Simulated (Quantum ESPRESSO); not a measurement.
## Band-structure run of KTaO₃ (part 1 of 2)

KTaO₃ (Pm-3m, 5 atoms in the cell), computed with Kohn-Sham DFT of a periodic cell, PBE, SSSP 1.3 efficiency PBE, no spin polarisation (Quantum ESPRESSO 7.5).

The structure derives from an entry of the Crystallography Open Database.

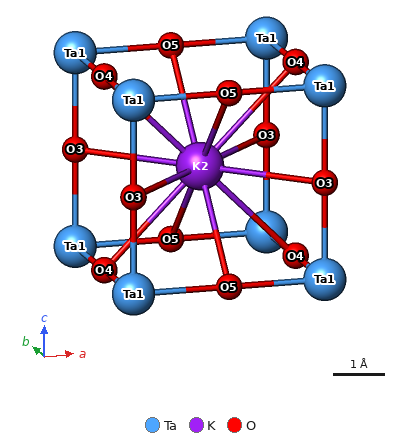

Figure 1. The structure as given in the input (ball-and-stick view of the cell of the calculation, seen slightly off an axis; atoms are numbered from 1 in the order of the input). An atom can appear more than once, as a periodic image.

## Input file
```
&CONTROL
  calculation = 'scf'
  prefix = 'pwscf'
  outdir = './tmp'
  pseudo_dir = './pseudo'
  tprnfor = .true.
  tstress = .true.
  disk_io = 'low'
/
&SYSTEM
  ibrav = 0
  nat = 5
  ntyp = 3
  ecutwfc = 60
  ecutrho = 480
  nbnd = 28
  occupations = 'smearing'
  smearing = 'fd'
  degauss = 0.00367493
/
&ELECTRONS
  conv_thr = 1d-09
  electron_maxstep = 120
  mixing_beta = 0.5
/
ATOMIC_SPECIES
Ta   180.9479 Ta_pbe_v1.uspp.F.UPF
K     39.0983 K.pbe-spn-kjpaw_psl.1.0.0.UPF
O     15.9990 O.pbe-n-kjpaw_psl.0.1.UPF
CELL_PARAMETERS angstrom
   3.9883000000    0.0000000000    0.0000000000
   0.0000000000    3.9883000000    0.0000000000
   0.0000000000    0.0000000000    3.9883000000
ATOMIC_POSITIONS crystal
Ta     0.0000000000    0.0000000000    0.0000000000
K      0.5000000000    0.5000000000    0.5000000000
O      0.0000000000    0.0000000000    0.5000000000
O      0.0000000000    0.5000000000    0.0000000000
O      0.5000000000    0.0000000000    0.0000000000
K_POINTS automatic
7 7 7 0 0 0
```

## File bands.in
```
&CONTROL
  calculation = 'bands'
  prefix = 'pwscf'
  outdir = './tmp'
  pseudo_dir = './pseudo'
  disk_io = 'low'
  verbosity = 'high'
/
&SYSTEM
  ibrav = 0
  nat = 5
  ntyp = 3
  ecutwfc = 60
  ecutrho = 480
  nbnd = 28
  occupations = 'smearing'
  smearing = 'fd'
  degauss = 0.00367493
/
&ELECTRONS
  conv_thr = 1d-08
  electron_maxstep = 120
  mixing_beta = 0.5
  diago_full_acc = .true.
  startingwfc = 'random'
/
ATOMIC_SPECIES
Ta   180.9479 Ta_pbe_v1.uspp.F.UPF
K     39.0983 K.pbe-spn-kjpaw_psl.1.0.0.UPF
O     15.9990 O.pbe-n-kjpaw_psl.0.1.UPF
CELL_PARAMETERS angstrom
   3.9883000000    0.0000000000    0.0000000000
   0.0000000000    3.9883000000    0.0000000000
   0.0000000000    0.0000000000    3.9883000000
ATOMIC_POSITIONS crystal
Ta     0.0000000000    0.0000000000    0.0000000000
K      0.5000000000    0.5000000000    0.5000000000
O      0.0000000000    0.0000000000    0.5000000000
O      0.0000000000    0.5000000000    0.0000000000
O      0.5000000000    0.0000000000    0.0000000000
K_POINTS crystal
60
 0.0000000000  0.0000000000  0.0000000000 1
 0.0000000000  0.0714285714  0.0000000000 1
 0.0000000000  0.1428571429  0.0000000000 1
 0.0000000000  0.2142857143  0.0000000000 1
 0.0000000000  0.2857142857  0.0000000000 1
 0.0000000000  0.3571428571  0.0000000000 1
 0.0000000000  0.4285714286  0.0000000000 1
 0.0000000000  0.5000000000  0.0000000000 1
 0.0714285714  0.5000000000  0.0000000000 1
 0.1428571429  0.5000000000  0.0000000000 1
 0.2142857143  0.5000000000  0.0000000000 1
 0.2857142857  0.5000000000  0.0000000000 1
 0.3571428571  0.5000000000  0.0000000000 1
 0.4285714286  0.5000000000  0.0000000000 1
 0.5000000000  0.5000000000  0.0000000000 1
 0.4545454545  0.4545454545  0.0000000000 1
 0.4090909091  0.4090909091  0.0000000000 1
 0.3636363636  0.3636363636  0.0000000000 1
 0.3181818182  0.3181818182  0.0000000000 1
 0.2727272727  0.2727272727  0.0000000000 1
 0.2272727273  0.2272727273  0.0000000000 1
 0.1818181818  0.1818181818  0.0000000000 1
 0.1363636364  0.1363636364  0.0000000000 1
 0.0909090909  0.0909090909  0.0000000000 1
 0.0454545455  0.0454545455  0.0000000000 1
 0.0000000000  0.0000000000  0.0000000000 1
 0.0357142857  0.0357142857  0.0357142857 1
 0.0714285714  0.0714285714  0.0714285714 1
 0.1071428571  0.1071428571  0.1071428571 1
 0.1428571429  0.1428571429  0.1428571429 1
 0.1785714286  0.1785714286  0.1785714286 1
 0.2142857143  0.2142857143  0.2142857143 1
 0.2500000000  0.2500000000  0.2500000000 1
 0.2857142857  0.2857142857  0.2857142857 1
 0.3214285714  0.3214285714  0.3214285714 1
 0.3571428571  0.3571428571  0.3571428571 1
 0.3928571429  0.3928571429  0.3928571429 1
 0.4285714286  0.4285714286  0.4285714286 1
 0.4642857143  0.4642857143  0.4642857143 1
 0.5000000000  0.5000000000  0.5000000000 1
 0.4545454545  0.5000000000  0.4545454545 1
 0.4090909091  0.5000000000  0.4090909091 1
 0.3636363636  0.5000000000  0.3636363636 1
 0.3181818182  0.5000000000  0.3181818182 1
 0.2727272727  0.5000000000  0.2727272727 1
 0.2272727273  0.5000000000  0.2272727273 1
 0.1818181818  0.5000000000  0.1818181818 1
 0.1363636364  0.5000000000  0.1363636364 1
 0.0909090909  0.5000000000  0.0909090909 1
 0.0454545455  0.5000000000  0.0454545455 1
 0.0000000000  0.5000000000  0.0000000000 1
 0.5000000000  0.5000000000  0.0000000000 1
 0.5000000000  0.5000000000  0.0625000000 1
 0.5000000000  0.5000000000  0.1250000000 1
 0.5000000000  0.5000000000  0.1875000000 1
 0.5000000000  0.5000000000  0.2500000000 1
 0.5000000000  0.5000000000  0.3125000000 1
 0.5000000000  0.5000000000  0.3750000000 1
 0.5000000000  0.5000000000  0.4375000000 1
 0.5000000000  0.5000000000  0.5000000000 1
```

Run as:
```bash
OMP_NUM_THREADS=1 mpirun -n 2 pw.x -nk 2 -in pw.in > pw.out
OMP_NUM_THREADS=1 mpirun -n 2 pw.x -nk 2 -in bands.in > bands.out
```

## Output
```
This program is part of the open-source Quantum ESPRESSO suite
     for quantum simulation of materials; please cite
         "P. Giannozzi et al., J. Phys.:Condens. Matter 21 395502 (2009);
         "P. Giannozzi et al., J. Phys.:Condens. Matter 29 465901 (2017);
         "P. Giannozzi et al., J. Chem. Phys. 152 154105 (2020);
          URL
     in publications or presentations arising from this work. More details at

     file K.pbe-spn-kjpaw_psl.1.0.0.UPF: wavefunction(s)  3S renormalized
     file O.pbe-n-kjpaw_psl.0.1.UPF: wavefunction(s)  2P renormalized
     Message from routine setup:
     using ibrav=0 with symmetry is DISCOURAGED, use correct ibrav instead

     K-points division:     npool     =       2
     Subspace diagonalization in iterative solution of the eigenvalue problem:
     a serial algorithm will be used

     G-vector sticks info
     --------------------
     sticks:   dense  smooth     PW     G-vecs:    dense   smooth      PW
     Sum        2177    1085    317                76117    26961    4169

     Using Slab Decomposition

     bravais-lattice index     =            0
     lattice parameter (alat)  =       7.5368  a.u.
     unit-cell volume          =     428.1146 (a.u.)^3
     number of atoms/cell      =            5
     number of atomic types    =            3
     number of electrons       =        40.00
     number of Kohn-Sham states=           28
     kinetic-energy cutoff     =      60.0000  Ry
     charge density cutoff     =     480.0000  Ry
     scf convergence threshold =      1.0E-09
     mixing beta               =       0.5000
     number of iterations used =            8  plain     mixing
     Exchange-correlation= SLA  PW   PBX  PBC
                           (   1   4   3   4   0   0   0)

     celldm(1)=   7.536795  celldm(2)=   0.000000  celldm(3)=   0.000000
     celldm(4)=   0.000000  celldm(5)=   0.000000  celldm(6)=   0.000000

     crystal axes: (cart. coord. in units of alat)
               a(1) = (   1.000000   0.000000   0.000000 )
               a(2) = (   0.000000   1.000000   0.000000 )
               a(3) = (   0.000000   0.000000   1.000000 )

     reciprocal axes: (cart. coord. in units 2 pi/alat)
               b(1) = (  1.000000  0.000000  0.000000 )
               b(2) = (  0.000000  1.000000  0.000000 )
               b(3) = (  0.000000  0.000000  1.000000 )

     PseudoPot. # 1 for Ta read from file:
     Ta_pbe_v1.uspp.F.UPF
     Pseudo is Ultrasoft + core correction, Zval = 13.0
     Generated by new atomic code, or converted to UPF format
     Using radial grid of  921 points,  7 beta functions with:
                l(1) =   0
                l(2) =   0
                l(3) =   1
                l(4) =   1
                l(5) =   2
                l(6) =   2
                l(7) =   3
     Q(r) pseudized with  6 coefficients,  rinner =    1.300   1.300   1.300
                                                       1.300   1.300   1.300
                                                       1.300

     PseudoPot. # 2 for K  read from file:
     K.pbe-spn-kjpaw_psl.1.0.0.UPF
     Pseudo is Projector augmented-wave + core cor, Zval =  9.0
     Generated using "atomic" code by A. Dal Corso  v.5.1
     Shape of augmentation charge: PSQ
     Using radial grid of 1165 points,  6 beta functions with:
                l(1) =   0
                l(2) =   0
                l(3) =   1
                l(4) =   1
                l(5) =   2
                l(6) =   2
     Q(r) pseudized with 0 coefficients

     PseudoPot. # 3 for O  read from file:
     O.pbe-n-kjpaw_psl.0.1.UPF
     Pseudo is Projector augmented-wave + core cor, Zval =  6.0
     Generated using "atomic" code by A. Dal Corso  v.5.0.99 svn rev. 10869
     Shape of augmentation charge: BESSEL
     Using radial grid of 1095 points,  4 beta functions with:
                l(1) =   0
                l(2) =   0
                l(3) =   1
                l(4) =   1
     Q(r) pseudized with 0 coefficients

     atomic species   valence    mass     pseudopotential
     Ta               13.00   180.94790     Ta( 1.00)
     K                 9.00    39.09830     K ( 1.00)
     O                 6.00    15.99900     O ( 1.00)

     48 Sym. Ops., with inversion, found

   Cartesian axes

     site n.     atom                  positions (alat units)
         1        Ta     tau(   1) = (   0.0000000   0.0000000   0.0000000  )
         2        K      tau(   2) = (   0.5000000   0.5000000   0.5000000  )
         3        O      tau(   3) = (   0.0000000   0.0000000   0.5000000  )
         4        O      tau(   4) = (   0.0000000   0.5000000   0.0000000  )
         5        O      tau(   5) = (   0.5000000   0.0000000   0.0000000  )

     number of k points=    20  Fermi-Dirac smearing, width (Ry)=  0.0037
                       cart. coord. in units 2pi/alat
        k(    1) = (   0.0000000   0.0000000   0.0000000), wk =   0.0058309
        k(    2) = (   0.0000000   0.0000000   0.1428571), wk =   0.0349854
        k(    3) = (   0.0000000   0.0000000   0.2857143), wk =   0.0349854
        k(    4) = (   0.0000000   0.0000000   0.4285714), wk =   0.0349854
        k(    5) = (   0.0000000   0.1428571   0.1428571), wk =   0.0699708
        k(    6) = (   0.0000000   0.1428571   0.2857143), wk =   0.1399417
        k(    7) = (   0.0000000   0.1428571   0.4285714), wk =   0.1399417
        k(    8) = (   0.0000000   0.2857143   0.2857143), wk =   0.0699708
        k(    9) = (   0.0000000   0.2857143   0.4285714), wk =   0.1399417
        k(   10) = (   0.0000000   0.4285714   0.4285714), wk =   0.0699708
        k(   11) = (   0.1428571   0.1428571   0.1428571), wk =   0.0466472
        k(   12) = (   0.1428571   0.1428571   0.2857143), wk =   0.1399417
        k(   13) = (   0.1428571   0.1428571   0.4285714), wk =   0.1399417
        k(   14) = (   0.1428571   0.2857143   0.2857143), wk =   0.1399417
        k(   15) = (   0.1428571   0.2857143   0.4285714), wk =   0.2798834
        k(   16) = (   0.1428571   0.4285714   0.4285714), wk =   0.1399417
        k(   17) = (   0.2857143   0.2857143   0.2857143), wk =   0.0466472
        k(   18) = (   0.2857143   0.2857143   0.4285714), wk =   0.1399417
        k(   19) = (   0.2857143   0.4285714   0.4285714), wk =   0.1399417
        k(   20) = (   0.4285714   0.4285714   0.4285714), wk =   0.0466472

     Dense  grid:    76117 G-vectors     FFT dimensions: (  54,  54,  54)

     Smooth grid:    26961 G-vectors     FFT dimensions: (  40,  40,  40)

     Initial potential from superposition of free atoms

     starting charge      39.9801, renormalised to      40.0000

     negative rho (up, down):  9.266E-02 0.000E+00
     Starting wfcs are   33 randomized atomic wfcs
     Checking if some PAW data can be deallocated...

     Self-consistent Calculation

     iteration #  1     ecut=    60.00 Ry     beta= 0.50
     Davidson diagonalization with overlap
     ethr =  1.00E-02,  avg # of iterations =  5.5

     negative rho (up, down):  9.526E-02 0.000E+00

     total energy              =    -379.79064948 Ry
     estimated scf accuracy    <       1.67036654 Ry

     iteration #  2     ecut=    60.00 Ry     beta= 0.50
     Davidson diagonalization with overlap
     ethr =  4.18E-03,  avg # of iterations =  2.1

     negative rho (up, down):  9.651E-02 0.000E+00

     total energy              =    -380.18949124 Ry
     estimated scf accuracy    <       1.12947853 Ry

     iteration #  3     ecut=    60.00 Ry     beta= 0.50
     Davidson diagonalization with overlap
     ethr =  2.82E-03,  avg # of iterations =  1.9

     negative rho (up, down):  9.717E-02 0.000E+00

     total energy              =    -380.43698314 Ry
     estimated scf accuracy    <       0.03429815 Ry

     iteration #  4     ecut=    60.00 Ry     beta= 0.50
     Davidson diagonalization with overlap
     ethr =  8.57E-05,  avg # of iterations =  6.8

     negative rho (up, down):  9.883E-02 0.000E+00

     total energy              =    -380.43824056 Ry
     estimated scf accuracy    <       0.00749163 Ry

     iteration #  5     ecut=    60.00 Ry     beta= 0.50
     Davidson diagonalization with overlap
     ethr =  1.87E-05,  avg # of iterations =  4.0

     negative rho (up, down):  9.886E-02 0.000E+00

     total energy              =    -380.43976154 Ry
     estimated scf accuracy    <       0.00179792 Ry

     iteration #  6     ecut=    60.00 Ry     beta= 0.50
     Davidson diagonalization with overlap
     ethr =  4.49E-06,  avg # of iterations =  2.5

     negative rho (up, down):  9.894E-02 0.000E+00

     total energy              =    -380.43965667 Ry
     estimated scf accuracy    <       0.00033350 Ry

     iteration #  7     ecut=    60.00 Ry     beta= 0.50
     Davidson diagonalization with overlap
     ethr =  8.34E-07,  avg # of iterations =  2.9
```
